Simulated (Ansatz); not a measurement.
Ta5N

The calculation's input:

```
crystal:
  lattice:
    - [-1.6254240814, 1.6254240814, 9.0939595823]
    - [1.6254240814, -1.6254240814, 9.0939595823]
    - [1.6254240814, 1.6254240814, -9.0939595823]
  atoms:
    - { symbol: Ta, position: [0.6131857301, 0.6131857301, 0.0] }
    - { symbol: Ta, position: [0.3868142699, 0.3868142699, 0.0] }
    - { symbol: Ta, position: [0.0, 0.0, 0.0] }
    - { symbol: Ta, position: [0.2040264177, 0.2040264177, 0.0] }
    - { symbol: Ta, position: [0.7959735823, 0.7959735823, 0.0] }
    - { symbol: "N", position: [0.5, 0.5, 0.0] }
basis:
  ecutwfc: 420
kpoints:
  mp_grid: { grid: [14, 14, 14] }
  band_path:
    path:
      - [[0.0, 0.0, 0.0], [0.0, 0.0, 0.5], [0.25, 0.25, 0.25], [0.0, 0.5, 0.0], [0.0, 0.0, 0.0], [0.5, 0.5, -0.5], [0.2579867, 0.7420133, -0.2579867]]
      - [[-0.2579867, 0.2579867, 0.2579867], [0.0, 0.0, 0.0]]
      - [[0.0, 0.0, 0.5], [-0.0159734, 0.0159734, 0.5]]
      - [[0.5, 0.5, -0.0159734], [0.5, 0.5, -0.5]]
    npoints: 10
hamiltonian:
  xc: pbe
scf:
  occupations: { method: gaussian, width: 0.1 }
output:
  forces: true
  stress: true
  eigenvalues: true
  populations: true
  dos: { projected: true, de: 0.02 }
  bader: false
  write_density: true
  write_potential: true
  elf: true
  volumetric_format: npy
magnetization:
  noncollinear: true
  spin_orbit: true
```

Run with:

```sh
ansatz run input.yaml --threads 1 --pin off --max-ram 2560MiB --backend cpu --events-out ev --progress --plain --runs-dir out
```

Below, planes, directions and counts refer to the conventional cell (a = 3.25 Å, b = 3.25 Å, c = 18.19 Å, α = 90.00°, β = 90.00°, γ = 90.00°).

Space group I4/mmm; a generated structure, not necessarily the stable one.

Method: DFT PBE, spin-orbit coupling, plane waves, PAW in Ansatz 0.2.0.

The density is the valence pseudo-density of a PAW calculation; it isn't the true density close to the nuclei.

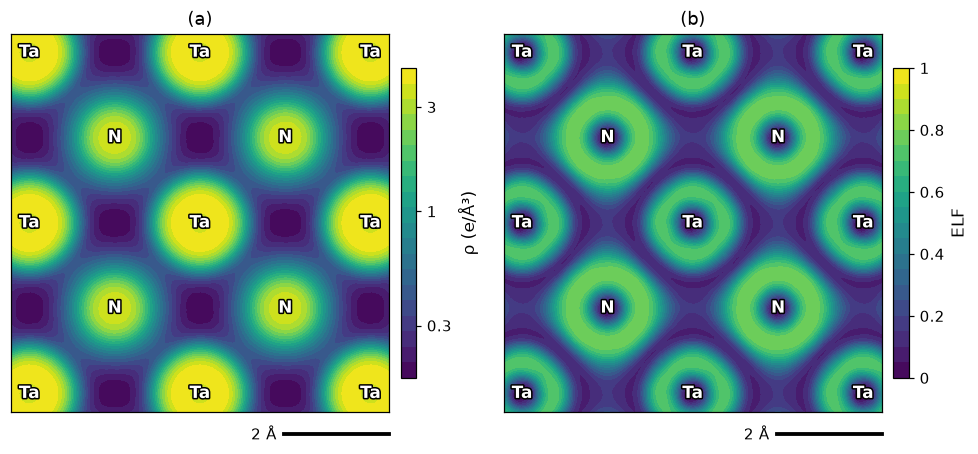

Figure 1. (a) valence charge density (pseudo); (b) ELF on the (001) plane of the conventional cell.

What does the map show?

Answer. The section cuts through Ta and N sites.
Ta–N (2.30 Å): the density is about 0.42 e/Å³ at the midpoint; the ELF peaks at about 0.80 in the valence shell of N, 0.7 Å from its nucleus, and is about 0.15 at the midpoint: no shared electron pair shows on this line.
Between the atoms the lowest density in this plane is 0.17 e/Å³.
The features right at Ta lie inside the PAW spheres, where the map follows smoothed inner orbitals and isn't to be read closely.

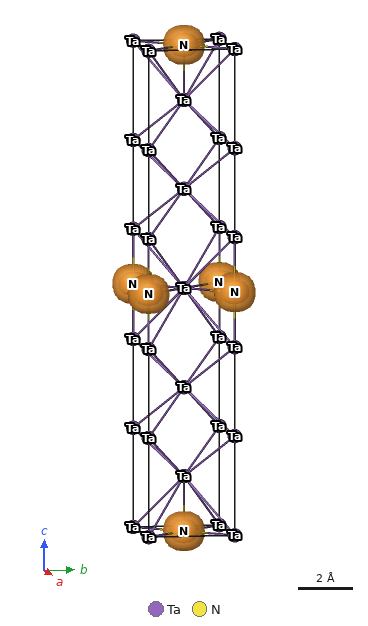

Figure 2. Isosurface of the ELF at 0.75 (orange), seen slightly off an axis. Only the valence region is drawn (cores and ρ < 0.01 e/Å³ removed). Sticks mark near contacts.

Where are the electrons localised?

Answer. The surface consists of two regions wrapped around N (the valence shell of each), counted in one cell of 12 atoms. Regions shared between cells count once. Profiles from the grid: Ta–N (2.06 Å): the ELF peaks at about 0.85 in the valence shell of N, 0.6 Å from its nucleus, and drops to about 0.20 between the two atoms; no localised pair shows between them. Ta–Ta (2.83 Å): the ELF is about 0.30 at the midpoint.

Metal or insulator at this level of theory?

Answer. It is metallic or semimetallic at this level of theory: no gap opens; semilocal functionals without U, or without the true magnetic order, often close the gap of such compounds.
